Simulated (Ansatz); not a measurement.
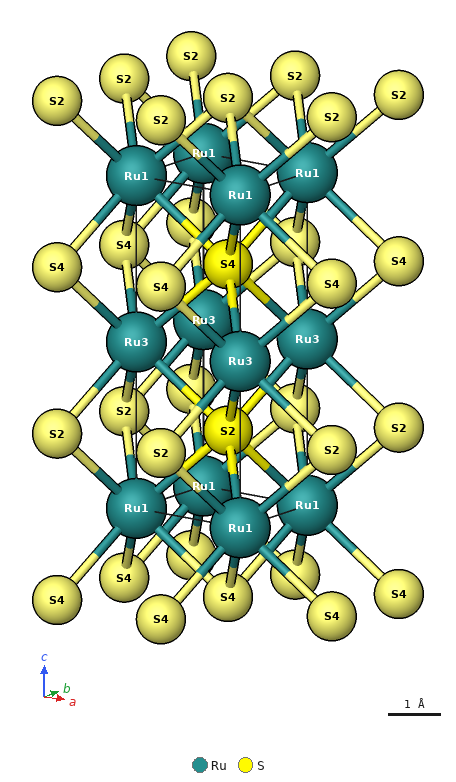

Figure 1. The structure (ball-and-stick view of the cell of the calculation, seen slightly off an axis; neighbours outside the cell are drawn fainter; atoms are numbered from 1 in the order of the input). An atom can appear more than once, as a periodic image.

# Single-point calculation, with input and output: RuS (part 1 of 2)

System: RuS (P-6m2, 4 atoms in the cell).
Method: DFT LDA+U, scalar-relativistic, plane waves, PAW, Ueff = 4 eV on Ru atom 1 d; Ueff = 4 eV on Ru atom 3 d, spin-polarised (Ansatz 0.2.0).

The structure was built on a prototype by a generator; it need not be a known phase. It belongs to a series of runs on one base structure; here: ferromagnetic start, free, natural orbitals of the symmetric run filled by rank. Figures and captions count atoms from 1; the log counts them from 0 in places.

**The program's output**
```
Warning: crystal.symmetry: narrowed to the stabiliser of the occupation matrices — unitary ops 24 → 8; lowered by the specified shells (site 0, l: d), (site 2, l: d); largest admitted image defect 4.4e-16, smallest excluded 7.1e-1 — at a splitting's scale: the group the occupation matrices' own texture admits
Ru: projections on atomic orbitals take those of the free atom [Ar 3d10] 4s2 4p6 4d7 5s1, of charge +0.00 (hamiltonian.pseudopotentials.projection_atoms); the dataset's partial waves leave at most 8.1e-6 of an orbital's norm unspanned inside its sphere
S: projections on atomic orbitals take those of the free atom [Ne] 3s2 3p4, of charge +0.00 (hamiltonian.pseudopotentials.projection_atoms); the dataset's partial waves leave at most 1.6e-7 of an orbital's norm unspanned inside its sphere
Engine: ansatz 0.2.0, aarch64-unknown-linux-gnu
Pseudopotentials: kind: paw
Pseudopotential: Ru, paw, valence charge 16, recommended cutoff 420 eV (normal), Ru.paw.azcp
Pseudopotential: S, paw, valence charge 6, recommended cutoff 420 eV (normal), S.paw.azcp
Functional definition: SPW92
  exchange = slater_x
  correlation = pw_c
Crystal: 4 atoms, lattice volume = 64.637 Å³
Basis set: ecut = 420 eV, 1269 PW (Γ)
Bands: 32, of which v1, the nominal top of the filled ones, is band 22 counted from 1 (21 counted from 0)
Symmetry: 8 space group operations
k-points: 26 of 108 (time reversal used)
Non-local potential: Ru, projectors of the file, l = 0: 3, l = 1: 2, l = 2: 2, l = 3: 1
Non-local potential: S, projectors of the file, l = 0: 2, l = 1: 2, l = 2: 2
PAW form: soft (Blöchl's): semilocal exchange-correlation on the pseudo side does not see the compensation charge
PAW frozen core: Ru, regenerated for the run's functional, and the local potential with it (the file was generated under x = pbe(κ = 0.804, μ = 0.2195149727645171), c = pbe(β = 0.06672455060314922))
PAW frozen core: S, regenerated for the run's functional, and the local potential with it (the file was generated under x = pbe(κ = 0.804, μ = 0.2195149727645171), c = pbe(β = 0.06672455060314922))
PAW one-centre angular grid: Ru, 590 points (default); XC on 64 Gauss nodes
PAW one-centre angular grid: S, 110 points (default); XC on 64 Gauss nodes
Initial density: superposition of atomic densities (chi_scale 0.1, normalization cell)
Starting moments: Σ|m| = 8 μB on 2 of 4 sites
Initial wavefunctions: pseudopotential atomic-orbital guess
Functional: x = slater, c = lda
SCF iter   1: F=—  HF=-13246.810138 eV  |F-HF|=—  |Δ(HF+E_count)|=         —  Δρ=8.79e-2 (↑8.79e-2 ↓6.51e-2)  dr2=7.84e0  dr2_m=2.25e0  M=7.211 μB ∫|m|=7.211 μB  β_m=0.30  ethr=3.10e-3  ⟨swp⟩=5.9  Hψ=7437  notcnv=0
preconditioner: auto → Resta (q_TF=auto, 2.559 Å⁻¹)  ε∞=6.2  [insulator: Δε(μ)=0.106 eV  Ē_g=10.679 eV  σ=0.050 eV  W_gap=0.85  n_scr=22 (ndim 8)  ℏωp=24.4 eV  f_vac=0.000  D(μ)=0.74/eV (n_scr^D=2)  ε∞_Penn≈6.2]
spin=Collinear: Resta preconditioning applied to the charge; magnetization (m = ρ↑ − ρ↓) channel mixes plain (no charge-response kernel on spin).
SCF iter   2: F=—  HF=-13245.522000 eV  |F-HF|=—  |Δ(HF+E_count)|=    1.29e0  Δρ=5.38e-2 (↑5.38e-2 ↓5.05e-2)  dr2=2.14e0  dr2_m=1.17e0  M=7.047 μB ∫|m|=7.048 μB  β_m=0.30  ethr=3.10e-3  ⟨swp⟩=2.6  Hψ=3200  notcnv=0  defer=138
preconditioner: auto → Kerker (q_TF=auto, 2.559 Å⁻¹)  [metal: Δε(μ)=0.034 eV  Ē_g=10.569 eV  σ=0.050 eV  W_gap=0.34  n_scr=22 (ndim 8)  ℏωp=24.4 eV  f_vac=0.000  D(μ)=2.57/eV (n_scr^D=22)]
spin=Collinear: Kerker preconditioning applied to the charge; magnetization (m = ρ↑ − ρ↓) channel mixes plain (no charge-response kernel on spin).
SCF iter   3: F=—  HF=-13245.220250 eV  |F-HF|=—  |Δ(HF+E_count)|=   3.02e-1  Δρ=4.90e-2 (↑3.13e-2 ↓4.90e-2)  dr2=3.13e-1  dr2_m=9.03e-1  M=6.070 μB ∫|m|=6.076 μB  β_m=0.30  ethr=3.10e-3  ⟨swp⟩=2.2  Hψ=2639  notcnv=0  defer=143
SCF iter   4: F=—  HF=-13245.345588 eV  |F-HF|=—  |Δ(HF+E_count)|=   1.25e-1  Δρ=2.92e-2 (↑2.92e-2 ↓2.46e-2)  dr2=3.92e-1  dr2_m=3.61e-1  M=6.571 μB ∫|m|=6.572 μB  β_m=1.00  ethr=7.12e-4  ⟨swp⟩=2.7  Hψ=3265  notcnv=0  defer=147
SCF iter   5: F=—  HF=-13245.374696 eV  |F-HF|=—  |Δ(HF+E_count)|=   2.91e-2  Δρ=7.65e-3 (↑5.70e-3 ↓7.65e-3)  dr2=3.24e-2  dr2_m=2.17e-2  M=6.121 μB ∫|m|=6.126 μB  β_m=0.30  ethr=7.12e-4  ⟨swp⟩=2.6  Hψ=2807  notcnv=0  defer=147
SCF iter   6: F=—  HF=-13245.371649 eV  |F-HF|=—  |Δ(HF+E_count)|=   3.05e-3  Δρ=4.39e-3 (↑4.18e-3 ↓4.39e-3)  dr2=4.49e-3  dr2_m=1.01e-2  M=6.146 μB ∫|m|=6.150 μB  β_m=1.00  ethr=7.37e-5  ⟨swp⟩=1.5  Hψ=2158  notcnv=0  defer=147
SCF iter   7: F=—  HF=-13245.373247 eV  |F-HF|=—  |Δ(HF+E_count)|=   1.60e-3  Δρ=1.15e-3 (↑8.50e-4 ↓1.15e-3)  dr2=3.08e-3  dr2_m=2.02e-4  M=6.104 μB ∫|m|=6.109 μB  β_m=0.30  ethr=1.02e-5  ⟨swp⟩=2.2  Hψ=2271  notcnv=0  defer=147
SCF iter   8: F=—  HF=-13245.373598 eV  |F-HF|=—  |Δ(HF+E_count)|=   3.51e-4  Δρ=7.87e-4 (↑6.40e-4 ↓7.87e-4)  dr2=1.36e-3  dr2_m=1.42e-4  M=6.105 μB ∫|m|=6.110 μB  β_m=0.30  ethr=7.00e-6  ⟨swp⟩=1.6  Hψ=1858  notcnv=0  defer=147
Mixer restart at iter 8: flushing history
spin-set hold released at iteration 8 (site moments contracting): the magnetisation degrees of freedom join the quasi-Newton model from the next iteration; the mixer history was flushed
SCF iter   9: F=—  HF=-13245.373848 eV  |F-HF|=—  |Δ(HF+E_count)|=   2.50e-4  Δρ=5.46e-4 (↑5.16e-4 ↓5.46e-4)  dr2=5.61e-4  dr2_m=9.95e-5  M=6.106 μB ∫|m|=6.111 μB  β_m=0.65  ethr=3.08e-6  ⟨swp⟩=1.6  Hψ=1852  notcnv=0  defer=147
SCF iter  10: F=—  HF=-13245.374293 eV  |F-HF|=—  |Δ(HF+E_count)|=   4.45e-4  Δρ=1.77e-4 (↑1.65e-4 ↓1.77e-4)  dr2=4.06e-5  dr2_m=1.29e-5  M=6.106 μB ∫|m|=6.110 μB  β_m=0.70  ethr=1.28e-6  ⟨swp⟩=2.0  Hψ=2662  notcnv=0  defer=147
SCF iter  11: F=—  HF=-13245.374288 eV  |F-HF|=—  |Δ(HF+E_count)|=   4.54e-6  Δρ=6.71e-5 (↑6.71e-5 ↓5.20e-5)  dr2=8.70e-6  dr2_m=8.61e-7  M=6.107 μB ∫|m|=6.111 μB  β_m=0.70  ethr=9.22e-8  ⟨swp⟩=2.1  Hψ=2098  notcnv=0  defer=147
Mixer restart at iter 11: flushing history
SCF iter  12: F=—  HF=-13245.382539 eV  |F-HF|=—  |Δ(HF+E_count)|=         —  Δρ=9.42e-5 (↑7.93e-5 ↓9.42e-5)  dr2=1.63e-5  dr2_m=2.71e-6  M=6.104 μB ∫|m|=6.108 μB  β_m=0.70  ethr=1.98e-8  ⟨swp⟩=1.4  Hψ=1539  notcnv=0  defer=147
SCF iter  13: F=—  HF=-13246.621918 eV  |F-HF|=—  |Δ(HF+E_count)|=    1.24e0  Δρ=2.16e-2 (↑1.18e-2 ↓2.16e-2)  dr2=3.70e-1  dr2_m=1.31e-1  M=5.187 μB ∫|m|=5.201 μB  β_m=0.12  ethr=1.98e-8  ⟨swp⟩=4.0  Hψ=3505  notcnv=0  defer=147
SCF iter  14: F=—  HF=-13246.696169 eV  |F-HF|=—  |Δ(HF+E_count)|=   7.43e-2  Δρ=2.20e-2 (↑1.27e-2 ↓2.20e-2)  dr2=3.57e-1  dr2_m=1.44e-1  M=5.053 μB ∫|m|=5.070 μB  β_m=0.07  ethr=1.98e-8  ⟨swp⟩=3.1  Hψ=4229  notcnv=0  defer=155
SCF iter  15: F=—  HF=-13246.678650 eV  |F-HF|=—  |Δ(HF+E_count)|=   1.75e-2  Δρ=1.51e-2 (↑8.97e-3 ↓1.51e-2)  dr2=1.61e-1  dr2_m=7.09e-2  M=5.038 μB ∫|m|=5.055 μB  β_m=0.12  ethr=1.98e-8  ⟨swp⟩=4.0  Hψ=4791  notcnv=0  defer=155
SCF iter  16: F=—  HF=-13246.792656 eV  |F-HF|=—  |Δ(HF+E_count)|=   1.14e-1  Δρ=8.16e-3 (↑3.55e-3 ↓8.16e-3)  dr2=6.41e-2  dr2_m=1.45e-2  M=4.878 μB ∫|m|=4.896 μB  β_m=0.20  ethr=1.98e-8  ⟨swp⟩=4.8  Hψ=5193  notcnv=0  defer=156
SCF iter  17: F=—  HF=-13247.163820 eV  |F-HF|=—  |Δ(HF+E_count)|=   3.71e-1  Δρ=5.21e-3 (↑4.49e-3 ↓5.21e-3)  dr2=1.01e-2  dr2_m=9.49e-3  M=4.468 μB ∫|m|=4.498 μB  β_m=0.70  ethr=1.98e-8  ⟨swp⟩=4.9  Hψ=5835  notcnv=0  defer=168
SCF iter  18: F=—  HF=-13247.270164 eV  |F-HF|=—  |Δ(HF+E_count)|=   1.06e-1  Δρ=7.01e-3 (↑6.58e-3 ↓7.01e-3)  dr2=4.05e-2  dr2_m=1.75e-2  M=4.121 μB ∫|m|=4.141 μB  β_m=0.85  ethr=1.98e-8  ⟨swp⟩=4.6  Hψ=5636  notcnv=0  defer=177
SCF iter  19: F=—  HF=-13247.307799 eV  |F-HF|=—  |Δ(HF+E_count)|=   3.76e-2  Δρ=5.08e-3 (↑2.76e-3 ↓5.08e-3)  dr2=4.80e-3  dr2_m=6.73e-3  M=4.143 μB ∫|m|=4.154 μB  β_m=0.92  ethr=1.98e-8  ⟨swp⟩=4.2  Hψ=5154  notcnv=0  defer=179
SCF iter  20: F=—  HF=-13247.335136 eV  |F-HF|=—  |Δ(HF+E_count)|=   2.73e-2  Δρ=3.73e-3 (↑8.11e-4 ↓3.73e-3)  dr2=3.07e-3  dr2_m=2.45e-3  M=4.204 μB ∫|m|=4.215 μB  β_m=0.68  ethr=1.98e-8  ⟨swp⟩=3.7  Hψ=4231  notcnv=0  defer=179
SCF iter  21: F=—  HF=-13247.367446 eV  |F-HF|=—  |Δ(HF+E_count)|=   3.23e-2  Δρ=2.94e-3 (↑1.30e-3 ↓2.94e-3)  dr2=2.20e-3  dr2_m=1.95e-3  M=4.124 μB ∫|m|=4.135 μB  β_m=0.98  ethr=1.98e-8  ⟨swp⟩=3.9  Hψ=4529  notcnv=0  defer=179
SCF iter  22: F=—  HF=-13247.379723 eV  |F-HF|=—  |Δ(HF+E_count)|=   1.23e-2  Δρ=2.16e-3 (↑1.58e-3 ↓2.16e-3)  dr2=1.48e-3  dr2_m=1.46e-3  M=3.988 μB ∫|m|=3.997 μB  β_m=0.99  ethr=1.98e-8  ⟨swp⟩=3.8  Hψ=4579  notcnv=0  defer=184
SCF iter  23: F=—  HF=-13247.375383 eV  |F-HF|=—  |Δ(HF+E_count)|=   4.34e-3  Δρ=2.04e-3 (↑5.89e-4 ↓2.04e-3)  dr2=1.09e-3  dr2_m=6.34e-4  M=4.053 μB ∫|m|=4.062 μB  β_m=0.92  ethr=1.98e-8  ⟨swp⟩=3.7  Hψ=4323  notcnv=0  defer=188
SCF iter  24: F=—  HF=-13247.386262 eV  |F-HF|=—  |Δ(HF+E_count)|=   1.09e-2  Δρ=8.70e-4 (↑7.68e-4 ↓8.70e-4)  dr2=3.93e-4  dr2_m=1.34e-4  M=3.911 μB ∫|m|=3.921 μB  β_m=0.96  ethr=1.98e-8  ⟨swp⟩=3.9  Hψ=4571  notcnv=0  defer=188
SCF iter  25: F=—  HF=-13247.386369 eV  |F-HF|=—  |Δ(HF+E_count)|=   1.07e-4  Δρ=5.59e-4 (↑3.74e-4 ↓5.59e-4)  dr2=1.50e-4  dr2_m=4.82e-5  M=3.909 μB ∫|m|=3.919 μB  β_m=0.98  ethr=1.98e-8  ⟨swp⟩=2.6  Hψ=3244  notcnv=0  defer=188
SCF iter  26: F=—  HF=-13247.386552 eV  |F-HF|=—  |Δ(HF+E_count)|=   1.82e-4  Δρ=6.72e-4 (↑3.22e-4 ↓6.72e-4)  dr2=1.58e-4  dr2_m=1.20e-4  M=3.888 μB ∫|m|=3.898 μB  β_m=0.97  ethr=1.98e-8  ⟨swp⟩=3.4  Hψ=3768  notcnv=0  defer=188
SCF iter  27: F=—  HF=-13247.386742 eV  |F-HF|=—  |Δ(HF+E_count)|=   1.90e-4  Δρ=3.19e-4 (↑1.47e-4 ↓3.19e-4)  dr2=2.39e-5  dr2_m=2.60e-5  M=3.890 μB ∫|m|=3.900 μB  β_m=0.99  ethr=1.98e-8  ⟨swp⟩=2.2  Hψ=2657  notcnv=0  defer=188
SCF iter  28: F=—  HF=-13247.386809 eV  |F-HF|=—  |Δ(HF+E_count)|=   6.69e-5  Δρ=1.09e-4 (↑3.50e-5 ↓1.09e-4)  dr2=2.90e-6  dr2_m=2.04e-6  M=3.892 μB ∫|m|=3.903 μB  β_m=0.99  ethr=1.98e-8  ⟨swp⟩=2.1  Hψ=2621  notcnv=0  defer=188
SCF iter  29: F=—  HF=-13247.386799 eV  |F-HF|=—  |Δ(HF+E_count)|=   9.61e-6  Δρ=2.01e-4 (↑9.39e-5 ↓2.01e-4)  dr2=1.05e-5  dr2_m=1.04e-5  M=3.889 μB ∫|m|=3.899 μB  β_m=1.00  ethr=6.58e-9  ⟨swp⟩=2.3  Hψ=2658  notcnv=0  defer=188  recentre
SCF iter  30: F=—  HF=-13247.386835 eV  |F-HF|=—  |Δ(HF+E_count)|=   3.58e-5  Δρ=6.34e-5 (↑2.84e-5 ↓6.34e-5)  dr2=1.96e-6  dr2_m=9.33e-7  M=3.889 μB ∫|m|=3.900 μB  β_m=1.00  ethr=6.58e-9  ⟨swp⟩=2.1  Hψ=2635  notcnv=0  defer=188
SCF iter  31: F=—  HF=-13247.386833 eV  |F-HF|=—  |Δ(HF+E_count)|=   2.06e-6  Δρ=9.33e-5 (↑4.24e-5 ↓9.33e-5)  dr2=3.00e-6  dr2_m=2.28e-6  M=3.889 μB ∫|m|=3.900 μB  β_m=1.00  ethr=4.46e-9  ⟨swp⟩=2.0  Hψ=2575  notcnv=0  defer=188
SCF iter  32: F=—  HF=-13247.386840 eV  |F-HF|=—  |Δ(HF+E_count)|=   6.87e-6  Δρ=1.48e-5 (↑7.81e-6 ↓1.48e-5)  dr2=4.15e-8  dr2_m=6.44e-8  M=3.891 μB ∫|m|=3.901 μB  β_m=1.00  ethr=2.27e-10  ⟨swp⟩=11.4  Hψ=11642  notcnv=0
iter 33 did not close the SCF: its close was put off for a magnetic moment that had not settled (scf_convergence_deferred on its scf_iter line)
SCF iter  33: F=-13247.386840 eV  HF=-13247.386840 eV  |F-HF|=4.52e-8  |Δ(HF+E_count)|=   3.28e-7  Δρ=9.43e-6 (↑5.52e-6 ↓9.43e-6)  dr2=1.26e-8  dr2_m=2.99e-8  M=3.891 μB ∫|m|=3.902 μB  β_m=1.00  ethr=9.43e-11  ⟨swp⟩=7.9  Hψ=8801  notcnv=0
SCF iter  34: F=-13247.386840 eV  HF=-13247.386840 eV  |F-HF|=3.35e-9  |Δ(HF+E_count)|=   1.76e-7  Δρ=4.45e-6 (↑2.24e-6 ↓4.45e-6)  dr2=6.91e-9  dr2_m=5.50e-9  M=3.891 μB ∫|m|=3.902 μB  ethr=2.85e-11  ⟨swp⟩=4.9  Hψ=8588  notcnv=0
WARN: hamiltonian.hubbard: on 2 of 4 specified blocks the occupation matrix of this SCF's result fails the test of the specified filling. At site 0 ↓ (sites count from 0 in the list of atoms of the cell that this SCF solves) the least filled combination of the orbitals specified full has occupation 0.791, and the fullest combination of the orbitals specified empty has occupation 0.791; the filling counts as kept where the first is at least 0.75 and exceeds the second by more than 0.25. The same holds at site 2 ↓. The state of this SCF's result may not hold the specified filling, though these bounds can also misjudge a state that does. This warning does not say which state is lower in energy, or whether the specified filling is a self-consistent state at all; see hamiltonian.hubbard.sites[].starting_ns, Limitations, and scf.initial_density.shell_occupations in the input reference
SCF 1 converged in 34 iterations: F = -13247.386840 eV  dr2 = 6.91e-9
  greatest PAW one-centre occupation: 1.001 electrons in one spin orbital (limit 2), on the Ru atom at site 2 (counted from 0), in its partial waves of l = 0
```

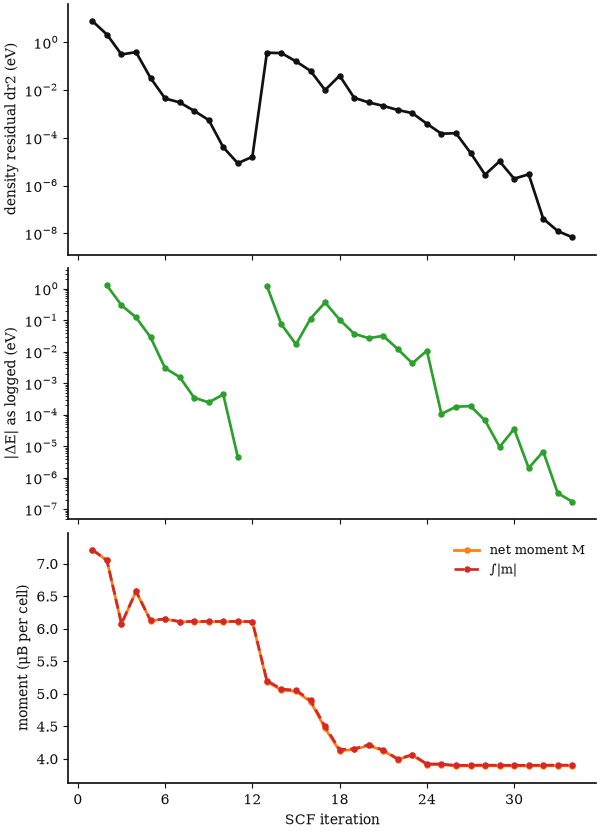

Figure 2. Convergence of the self-consistent field: density residual dr2, size of the energy change and magnetic moment against the SCF iteration. The residual falls unevenly and jumps up by a factor of two or more 3 times on the way down. The net moment goes from 7.2 to 3.9 μB per cell.
